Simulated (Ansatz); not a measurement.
## Electronic structure of B in real space

Input file:

```
crystal:
  lattice:
    - [0.0, 2.0888699024, 2.0888699024]
    - [2.0888699024, 0.0, 2.0888699024]
    - [2.0888699024, 2.0888699024, 0.0]
  atoms:
    - { symbol: B, position: [0.125, 0.125, 0.125] }
    - { symbol: B, position: [0.875, 0.875, 0.875] }
hamiltonian:
  xc: revpbe
  pseudopotentials:
    kind: paw
    azcp:
      B: "pseudopotentials/B.paw.azcp"
basis:
  ecutwfc: 420
  fft_grid_basis: typed
kpoints:
  mp_grid: { grid: [15, 15, 15], shift: [0, 0, 0] }
magnetization:
  spin_polarized: false
scf:
  occupations: { method: fermi_dirac, width: 0.1 }
  lower_state_search: "off"
output:
  stress: true
  write_density: true
  write_potential: true
  elf: true
  volumetric_format: npy
```

Below, planes, directions and counts refer to the conventional cell (a = 4.18 Å, b = 4.18 Å, c = 4.18 Å, α = 90.00°, β = 90.00°, γ = 90.00°).

Space group Fd-3m; set up as B, diamond; a generated structure, not necessarily the stable one; changed on purpose from its base cell (volume × 1.08); computed pressure about −12 GPa in this cell.

Computed with Ansatz, DFT, revPBE, plane waves (420 eV) with PAW, scalar-relativistic.

In a PAW calculation such maps are meaningful between the atoms, not at the nuclei.

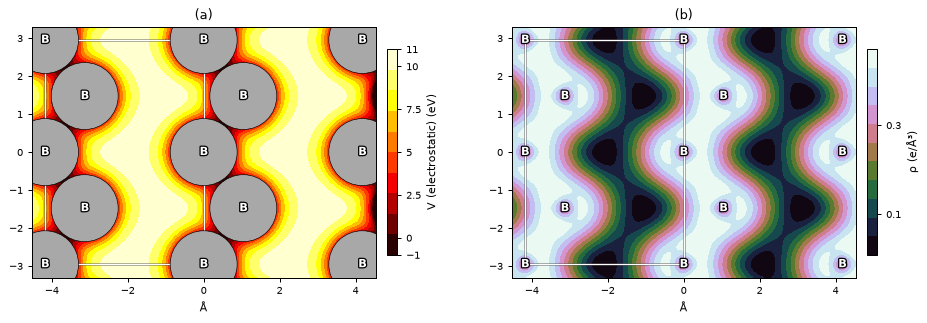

Figure 1. (a) electrostatic potential (local pseudopotential plus Hartree) felt by an electron; (b) valence electron density on the (110) plane of the conventional cell. Grey discs cover the atomic cores in the potential map.

What does the map show?

Answer.
- The plane passes through B nuclei.
- B–B (1.81 Å): the density is about 0.71 e/Å³ at the midpoint.
- Between the atoms the lowest density in this plane is 0.06 e/Å³.
- Outside the cores the potential energy rises away from the atoms and is highest about 1.8 Å from the nearest atoms; its zero is arbitrary.

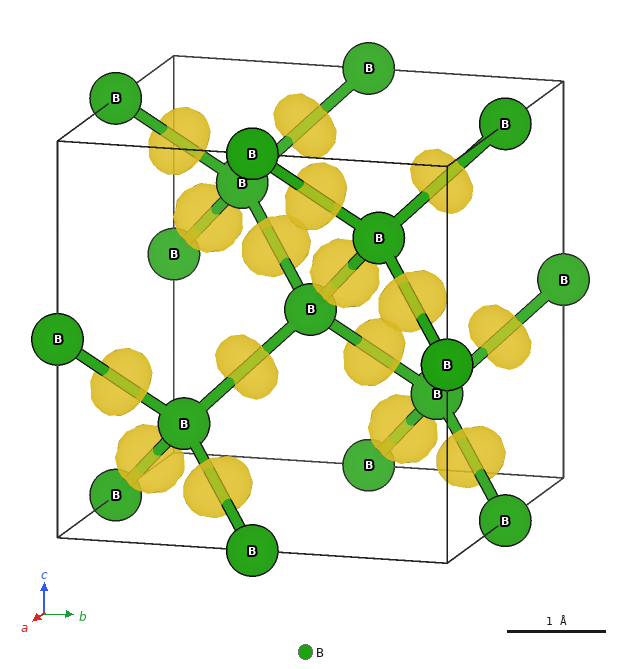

Figure 2. Isosurface of the ELF at 0.85 (yellow), seen slightly off an axis. Core shells and regions of very low density are left out. Sticks mark near contacts.

Describe the localisation domains.

Answer. The surface consists of 16 regions between bonded B–B atoms, counted in one cell of 8 atoms. Any copies at cell faces, edges or corners count once.


B–B (1.81 Å): the ELF peaks at about 0.90 between the atoms.

Does the calculation make it a metal, or give it a gap?

Answer. It is metallic or semimetallic at this level of theory: no gap opens.
